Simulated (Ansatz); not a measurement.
**Run report: Al$_{6}$H, single-point calculation**

- system: Al$_{6}$H (slab, 14 atoms in the cell)
- method: DFT PBE, scalar-relativistic, plane waves, PAW, PAW set soft_1, no spin polarisation (Ansatz 0.2.0)

The structure derives from an entry of the Crystallography Open Database. Figures and captions count atoms from 1; the log counts them from 0 in places.

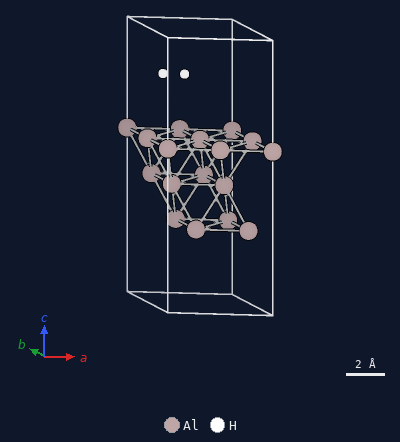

*The structure (ball-and-stick view of the cell of the calculation, with the vacuum cut short, seen slightly off an axis). An atom can appear more than once, as a periodic image.*

### The input
```yaml
crystal:
  lattice:
    - [5.7135165837, 0.0, 0.0]
    - [-2.8567582918, 4.9480505064, 0.0]
    - [0.0, 0.0, 22.601378209]
  atoms:
    - { symbol: Al, position: [0.3333333333, 0.1666666667, 0.1769803577] }
    - { symbol: Al, position: [0.3333333333, 0.6666666667, 0.1769803577] }
    - { symbol: Al, position: [0.8333333333, 0.1666666667, 0.1769803577] }
    - { symbol: Al, position: [0.8333333333, 0.6666666667, 0.1769803577] }
    - { symbol: Al, position: [0.1666666667, 0.3333333333, 0.2787759109] }
    - { symbol: Al, position: [0.1666666667, 0.8333333333, 0.2787759109] }
    - { symbol: Al, position: [0.6666666667, 0.3333333333, 0.2787759109] }
    - { symbol: Al, position: [0.6666666667, 0.8333333333, 0.2787759109] }
    - { symbol: Al, position: [0.0, 0.0, 0.380568748] }
    - { symbol: Al, position: [0.0, 0.5, 0.380568748] }
    - { symbol: Al, position: [0.5, 0.0, 0.380568748] }
    - { symbol: Al, position: [0.5, 0.5, 0.380568748] }
    - { symbol: H, position: [0.1466485891, 0.5, 0.53985107] }
    - { symbol: H, position: [0.3533514109, 0.5, 0.53985107] }
basis:
  ecutwfc: 420
kpoints:
  mp_grid: { grid: [6, 6, 1] }
hamiltonian:
  xc: pbe
  pseudopotentials: { kind: paw, azcp: { folder: soft_1 } }
scf:
  occupations: { method: gaussian, width: 0.1 }
output:
  forces: true
  eigenvalues: true
  write_density: true
  write_potential: true
  elf: true
  volumetric_format: npy
efield:
  axis: 3
  dipole_correction: true
  ramp_width: 0.04
```

Run on 1 thread of Arm Neoverse V2, 24 GiB of memory available, shared host.

Launch command:
```bash
ansatz run input.yaml --threads 1 --pin off --max-ram 3072MiB --backend cpu --events-out ev --progress --plain --runs-dir out
```

### The program's output
```
Engine: ansatz 0.2.0, aarch64-unknown-linux-gnu
Pseudopotentials: kind: paw
Pseudopotential: Al, paw, valence charge 3, recommended cutoff 420 eV (normal), [file]
Pseudopotential: H, paw, valence charge 1, recommended cutoff 420 eV (normal), [file]
Functional definition: PBE
  parameter kappa = 0.804
  parameter beta = 0.06672455060314922
  exchange = pbe_x(kappa = kappa, mu = beta*pi^2/3)
  correlation = pbe_c(beta = beta)
Crystal: 14 atoms, lattice volume = 638.958 Å³
Basis set: ecut = 420 eV, 12591 PW (Γ), exchange–correlation on 80×80×320 points (8 copies of the dense FFT grid, shifted against one another)
Bands: 33, of which v1, the nominal top of the filled ones, is band 19 counted from 1 (18 counted from 0)
Symmetry: 2 space group operations
Space group: Cm (ITA 8), of the structure as read, at distance tolerance 8.6e-5 Å
k-points: 13 of 36 (time reversal used)
Non-local potential: Al, projectors of the file, l = 0: 2, l = 1: 2, l = 2: 1
Non-local potential: H, projectors of the file, l = 0: 2, l = 1: 1
PAW form: soft (Blöchl's): semilocal exchange-correlation on the pseudo side does not see the compensation charge
PAW one-centre angular grid: Al, 110 points (default); XC on 64 Gauss nodes
PAW one-centre angular grid: H, 110 points (default); XC on 64 Gauss nodes
Initial wavefunctions: pseudopotential atomic-orbital guess
Functional: x = pbe(κ = 0.804, μ = 0.2195149727645171), c = pbe(β = 0.06672455060314922)
SCF iter   1: F=—  HF=-6479.928052 eV  |F-HF|=—  |Δ(HF+E_count)|=         —  Δρ=1.85e-2  dr2=1.31e1  ethr=3.10e-3  p=-0.000 e·Å  D=-2.75e-7 V/Å  ΔV_dip=0.00 eV  dr2_dipole=4.48e-6  V_vac-E_F(+/−)=6.44/6.44 eV  ⟨swp⟩=9.7  Hψ=2730  notcnv=0  defer=3
efield: sawtooth ramp at fractional position 0.8384 (placed from the atoms, in the widest stretch of the axis that holds none; the zero of the levels goes with the place), width 0.0400; the density the first Hamiltonian is built on has a dipole p = -0.000 e·Å; the dipole correction subtracts the counter field D = -2.75e-7 V/Å, which shifts the + side's vacuum level by +0.00 eV against the − side's; the planar-averaged density in the ramp window peaks in size at 1.1e-6 e/Å³
preconditioner: auto → LDOS  [metal: Δε(μ)=0.092 eV  Ē_g=6.603 eV  σ=0.100 eV  W_gap=0.46  n_scr=66 (ndim 8)  ℏωp=9.1 eV  f_vac=0.490  D(μ)=5.90/eV (n_scr^D=14)  β→1.0]
SCF iter   2: F=—  HF=-6477.749107 eV  |F-HF|=—  |Δ(HF+E_count)|=    2.18e0  Δρ=9.17e-3  dr2=2.77e0  ethr=3.10e-3  p=0.005 e·Å  D=1.31e-3 V/Å  ΔV_dip=-0.03 eV  dr2_dipole=1.75e-4  V_vac-E_F(+/−)=3.26/3.29 eV  ⟨swp⟩=4.0  Hψ=1069  notcnv=0  defer=67
SCF iter   3: F=—  HF=-6477.503103 eV  |F-HF|=—  |Δ(HF+E_count)|=   2.46e-1  Δρ=1.70e-3  dr2=1.20e-1  ethr=3.10e-3  p=-0.012 e·Å  D=-3.43e-3 V/Å  ΔV_dip=0.08 eV  dr2_dipole=2.57e-4  V_vac-E_F(+/−)=4.24/4.16 eV  ⟨swp⟩=4.2  Hψ=972  notcnv=0  defer=77
SCF iter   4: F=—  HF=-6477.489273 eV  |F-HF|=—  |Δ(HF+E_count)|=   1.38e-2  Δρ=3.29e-4  dr2=9.42e-4  ethr=3.17e-4  p=-0.010 e·Å  D=-2.70e-3 V/Å  ΔV_dip=0.06 eV  dr2_dipole=7.21e-8  V_vac-E_F(+/−)=4.01/3.95 eV  ⟨swp⟩=2.6  Hψ=606  notcnv=0  defer=60
SCF iter   5: F=—  HF=-6477.489597 eV  |F-HF|=—  |Δ(HF+E_count)|=   3.24e-4  Δρ=7.96e-5  dr2=8.15e-5  ethr=2.48e-6  p=-0.011 e·Å  D=-3.25e-3 V/Å  ΔV_dip=0.07 eV  dr2_dipole=5.18e-8  V_vac-E_F(+/−)=4.00/3.92 eV  ⟨swp⟩=3.2  Hψ=781  notcnv=0  defer=58
SCF iter   6: F=—  HF=-6477.489559 eV  |F-HF|=—  |Δ(HF+E_count)|=   3.77e-5  Δρ=2.63e-5  dr2=2.15e-5  ethr=2.14e-7  p=-0.011 e·Å  D=-3.13e-3 V/Å  ΔV_dip=0.07 eV  dr2_dipole=1.11e-6  V_vac-E_F(+/−)=3.99/3.92 eV  ⟨swp⟩=2.4  Hψ=604  notcnv=0  defer=58
SCF iter   7: F=—  HF=-6477.489560 eV  |F-HF|=—  |Δ(HF+E_count)|=   9.37e-7  Δρ=6.92e-6  dr2=8.58e-7  ethr=5.66e-8  p=-0.011 e·Å  D=-3.18e-3 V/Å  ΔV_dip=0.07 eV  dr2_dipole=1.82e-8  V_vac-E_F(+/−)=3.99/3.92 eV  ⟨swp⟩=2.7  Hψ=599  notcnv=0  defer=58
SCF iter   8: F=-6477.489560 eV  HF=-6477.489560 eV  |F-HF|=5.46e-8  |Δ(HF+E_count)|=   4.14e-7  Δρ=1.47e-6  dr2=3.16e-8  ethr=2.63e-10  p=-0.011 e·Å  D=-3.19e-3 V/Å  ΔV_dip=0.07 eV  dr2_dipole=1.26e-9  V_vac-E_F(+/−)=3.99/3.92 eV  ⟨swp⟩=33.9  Hψ=4844  notcnv=0
SCF 1 converged in 8 iterations: F = -6477.489560 eV  dr2 = 3.16e-8
  greatest PAW one-centre occupation: 0.463 electrons in one spin orbital (limit 2), on the Al atom at site 11 (counted from 0), in its partial waves of l = 0
WARN: The output density's exchange-correlation potential varies sharply where the density is thin. Do not read a vacuum level from v_tot or v_xc, or from such a field of the output density. On a cell that repeats whose density bears no net charge and no dipole along the vacuum's axis use v_es (v_loc + v_h of the components); under efield.dipole_correction with no amplitude use v_es + v_field, which holds any external_charges[].barrier, or the levels of the report's work_function block, which leave it out; under a non-zero efield.amplitude the vacuum is tilted and has no level; on a cell that repeats and bears such a dipole with no correction it is tilted too, and efield.dipole_correction with no amplitude gives each side of its ramp a level where efield: is served; in a cell that repeats whose density bears a net charge (total_charge, or a fill off its count) it is curved and has none; of a slab under crystal.periodic whose density bears no net charge use v_es, which has a level on each side, short of where the two are joined; of another it falls or rises all the way out and has none; of a slab beside external_charges read slab_vacuum_level instead, which it has where they leave it neutral. The grid or the basis barely resolves most such structure, and the values can differ between equally converged runs; as a rule a tighter scf.convergence.dr2_threshold does not remove it. Where the density itself ripples (under the LDA too) a higher basis.ecutwfc lessens it. The files hold the spikes' plane waves up to the density's cutoff. Files: v_tot_of_output_density and the like, and their columns of v_z.tsv (output.write_potential); v_xc_of_output_density and the like, and their columns of v_comp_z.tsv (output.write_potential_components). Measured: with its Gaussian average of σ = 0.25 Å subtracted twice, the exchange-correlation potential is over 0.1 eV at 2781 of the grid points where the equally averaged density (valence and model cores) is under 1e-3 e/Å³, and 1.08 eV at the most among them, at an averaged density of 9.4e-4 e/Å³. The input density's (outcome.potential() and, of a run that writes arrays, v_tot and v_xc) is over 0.1 eV, so measured, at 2838 points of its own thin density, 1.08 eV at the most. See output.write_potential in the manual, Limitations
SCF converged after 8 iterations
Free energy (F): -6477.489560 eV
Harris-Foulkes:  -6477.489560 eV  (|F-HF|=5.46e-8)
Internal energy: -6477.458274 eV  (E = F + TS)
E sigma→0 (E₀):  -6477.473917 eV
Entropy (-TS):   -0.031286 eV (-2.235 meV/atom)
Fermi energy:    -0.161837 eV
Dipole field:    D = -0.003160 V/Å  (p = -0.011158 e·Å, saw-weighted, corrected)
Work function:   Φ+ = 3.9907 eV   Φ− = 3.9193 eV
Levels:          The Fermi level and band energies are counted from a zero that moves with the ramp; work functions are not
--- Per-component energies (eV) ---
  E_band       = -163.114734
  E_kinetic    = 278.556555
  E_local      = -7374.647629  (includes V_loc(G=0)·N_el)
  E_nonlocal   = 122.531680
  E_hartree    = 3606.275323
  E_xc         = -459.668540
  E_vxc        = -358.989807  (∫ρ·V_xc dr)
  E_paw        = -5633.524647  (= ΣΔE_a)
  E_vpaw       = -42.931604  (= ΣTr[D̂ρ^β])
  E_aug_tail   = -0.001516  (compensation charges beyond the density's cutoff)
  E_efield     = 0.000018  (sawtooth field / dipole correction)
  E_vefield    = -0.178813  (∫n·V_field dr)
  E_ewald      = 2983.020482
  E_smearing   = -0.031286  (= −TS)
  E_closure    = 0.000000  (closes the sum)
  Σ components = -6477.489560   (vs F -6477.489560, Δ=0.00e0)
--- Forces (eV/Å), atoms counted from 1 ---
  atom   1  Al    -0.00240220    -0.00112059     0.00132746
  atom   2  Al    -0.00000000    -0.00137782    -0.00084458
  atom   3  Al     0.00240220    -0.00112059     0.00132746
  atom   4  Al     0.00000000     0.00387364     0.00169810
  atom   5  Al     0.00000000     0.00276539    -0.00922807
  atom   6  Al     0.00200866    -0.00053146    -0.00208049
  atom   7  Al     0.00000000     0.00069759     0.00672994
  atom   8  Al    -0.00200866    -0.00053146    -0.00208049
  atom   9  Al     0.00000000     0.00721467     0.00427827
  atom  10  Al     0.00919900     0.00006459     0.00617411
  atom  11  Al    -0.00000000    -0.00820520     0.00416323
  atom  12  Al    -0.00919900     0.00006459     0.00617411
  atom  13  H      4.60655216    -0.00089674    -0.00883590
  atom  14  H     -4.60655216    -0.00089674    -0.00883590
  max |Σ_I F_I| component: 3.28e-5 eV/Å
--- Band table (eV; the first three rows and the last of 13) ---
  k-point 0: bands = ["-10.7253", "-9.0193", "-6.3329", "-5.1208", "-4.8537", "-4.8528", "-4.8507", "-4.8219", "-4.8213", "-4.8187", "-3.4423", "-3.4416", "-3.4391", "-3.1790", "-2.8978", "-2.8975", "-2.8934", "-0.5558", "-0.5472", "-0.5426", "-0.3158", "-0.3127", "-0.3078", "0.4069", "2.1075", "2.4299", "2.4330", "2.4678", "2.4760", "2.4787", "2.7850", "3.0036", "3.5060"]
  k-point 1: bands = ["-10.5582", "-8.8534", "-6.6061", "-6.1689", "-5.6371", "-5.6368", "-5.1134", "-4.9323", "-3.9997", "-3.9974", "-3.7350", "-3.7347", "-3.0255", "-2.8940", "-2.1422", "-2.0780", "-2.0765", "-1.1602", "-1.1518", "-0.9972", "0.5555", "0.6125", "0.6267", "0.7242", "1.6148", "1.6260", "1.6990", "2.4268", "3.1342", "3.4575", "3.4981", "3.5891", "3.8225"]
  k-point 2: bands = ["-10.0579", "-8.3570", "-8.0745", "-6.3915", "-6.1201", "-6.1199", "-5.6839", "-5.0766", "-4.4621", "-4.4585", "-3.7141", "-2.5627", "-2.4294", "-2.4283", "-1.6850", "-1.6792", "-0.7995", "-0.5467", "-0.5427", "-0.2503", "0.9948", "0.9957", "1.0397", "1.2787", "1.4939", "1.5286", "2.1549", "2.2062", "2.4067", "2.9339", "3.2793", "3.3092", "3.5075"]
  k-point 12: bands = ["-9.5594", "-8.5677", "-7.8624", "-7.5831", "-6.8795", "-5.9055", "-5.2395", "-5.0067", "-4.6740", "-4.1860", "-3.2418", "-3.0594", "-2.7903", "-2.1038", "-1.1828", "-1.1754", "-1.0021", "-0.3537", "-0.1779", "0.2126", "0.9393", "0.9746", "1.2365", "1.6975", "1.7837", "1.8645", "1.9312", "2.4318", "2.6643", "2.8803", "3.2842", "3.5827", "3.7455"]
```

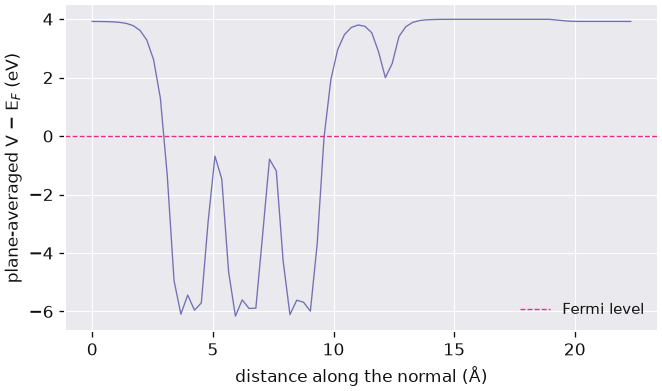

*Plane average of the electrostatic potential energy of an electron across the cell, from the Fermi level.*

The vacuum level lies 3.99 eV above the Fermi level on the upper side and 3.92 eV on the lower.

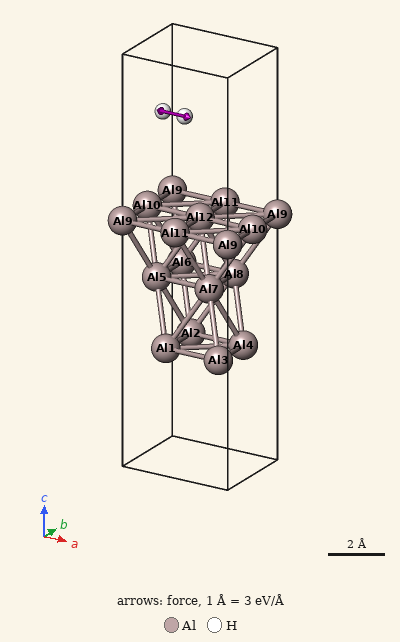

*Forces on the atoms as pink arrows (ball-and-stick view of the cell of the calculation, with the vacuum cut short, seen slightly off an axis; atoms are numbered from 1 in the order of the input); the smallest are left out.*

The largest act on H13, H14 (4.61 eV/Å). The geometry is not a stationary point of this energy.

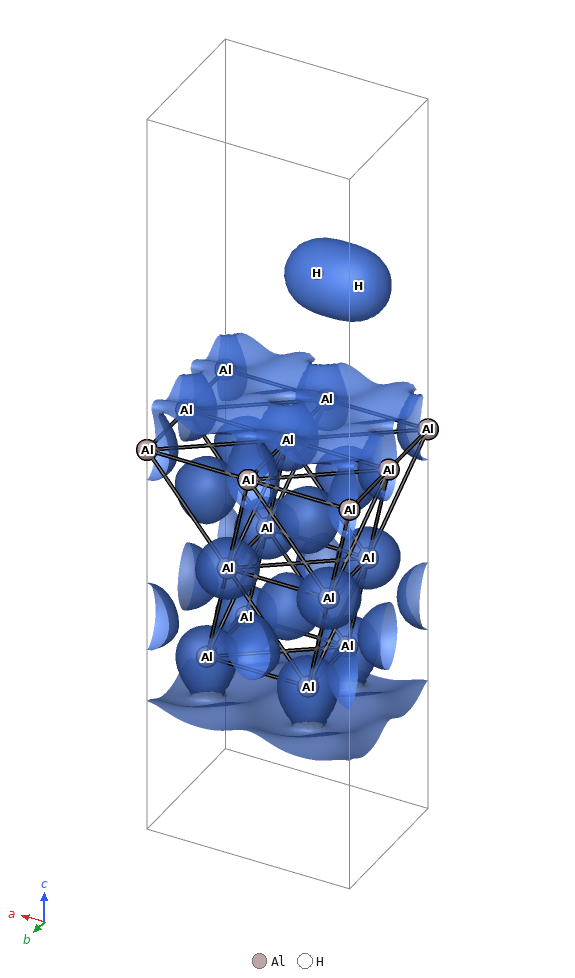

*Isosurface of the valence charge density (pseudo) at 0.15 e/Å³ (blue), seen at an oblique angle. Sticks mark near contacts.*

At this value the density is joined into sheets; it holds about 80 % of the electrons treated as valence. On the grid the lowest density along these lines, outside the cores, is 0.72 e/Å³ (H–H, 1.18 Å) and 0.21 e/Å³ (Al–Al, 2.83 Å). In a PAW calculation such maps are meaningful between the atoms, not at the nuclei.

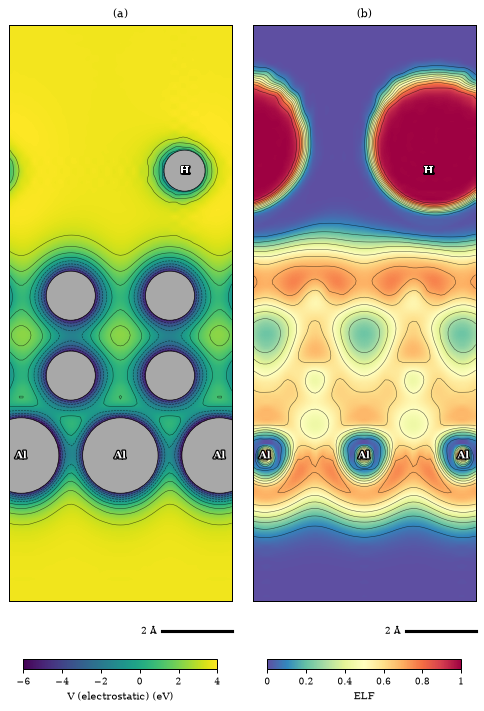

*(a) electrostatic potential (local pseudopotential plus Hartree) felt by an electron; (b) ELF on the (100) plane of the calculation cell, a cut from vacuum to vacuum. Grey discs, where drawn, cover atomic cores.*

Atoms in the plane: Al and H. Al–Al (2.86 Å): the ELF peaks at about 0.70 between the atoms.

### Key numbers

- outcome: converged
- electrons treated: 38
- free energy: −6477.4896 eV
- work function, top face: 3.99 eV
- work function, bottom face: 3.92 eV
- Fermi energy: −0.162 eV
- gap on the k-point mesh: none (metallic)
- work function (upper face): 3.99 eV
- largest force (length of the vector): 4.607 eV/Å
- wall time: 31 s
- peak memory: 0.67 GiB

### Notes

The program warns: the exchange-correlation potential is rough where the density is thin.
